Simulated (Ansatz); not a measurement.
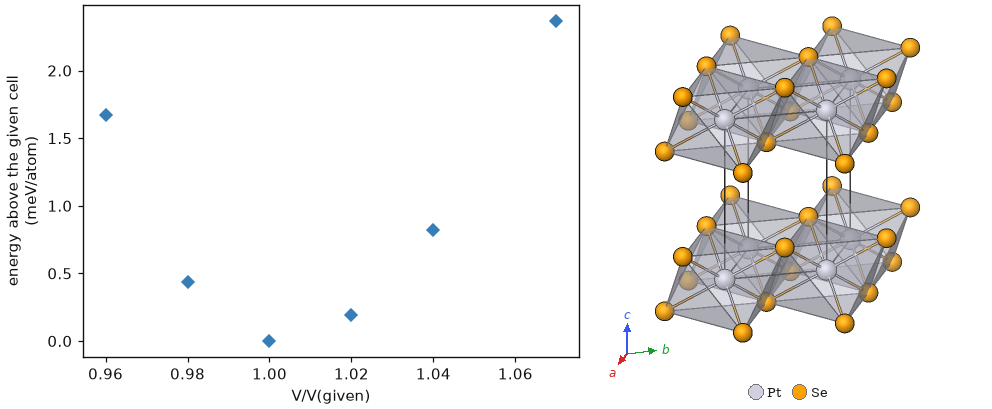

Plotted: energy above the given cell against V/V(given) for PtSe₂, space group P-3m1 (No. 164). The conventional cell is drawn beside the plot.

The given structure:
```yaml
crystal:
  lattice:
    - [3.71660, 0.00000, 0.00000]
    - [-1.85830, 3.21867, 0.00000]
    - [0.00000, 0.00000, 5.82973]
  atoms:
    - { symbol: Pt, position: [0.00000, 0.00000, 0.00000] }
    - { symbol: Se, position: [0.33333, 0.66667, 0.22497] }
    - { symbol: Se, position: [0.66667, 0.33333, 0.77503] }
```

Computed with Ansatz 0.2.0: plane-wave density functional theory, PAW datasets, Gaussian smearing 0.05 eV: equation of state, the given cell scaled in volume with shape and atoms relaxed at each volume. Level: r2SCAN, no spin polarisation.

```tsv
setting	value
PAW set	soft_2
wave cutoff	500 eV
k mesh	8×8×4
symmetry use	detected
```

V(given) is 23.25 Å³/atom.

From this curve and the settings, what does the calculation give for the pressure and gap on the k mesh at the same points?

The pressure falls from 0.592 GPa at V/V(given) 0.96 to −0.488 GPa at 1.07, and changes sign near 1.00. The gap on the k mesh stays open and runs from 0.387 eV at V/V(given) 0.96 to 0.985 eV at 1.07.

| V/V(given) | pressure (GPa) | gap on the k mesh (eV) |
| --- | --- | --- |
| 0.96 | 0.592 | 0.387 |
| 0.98 | 0.291 | 0.541 |
| 1.00 | 0.029 | 0.662 |
| 1.02 | −0.254 | 0.746 |
| 1.04 | −0.320 | 0.851 |
| 1.07 | −0.488 | 0.985 |

Caveats: no fit given, since scatter or the place of the minimum failed its tests.
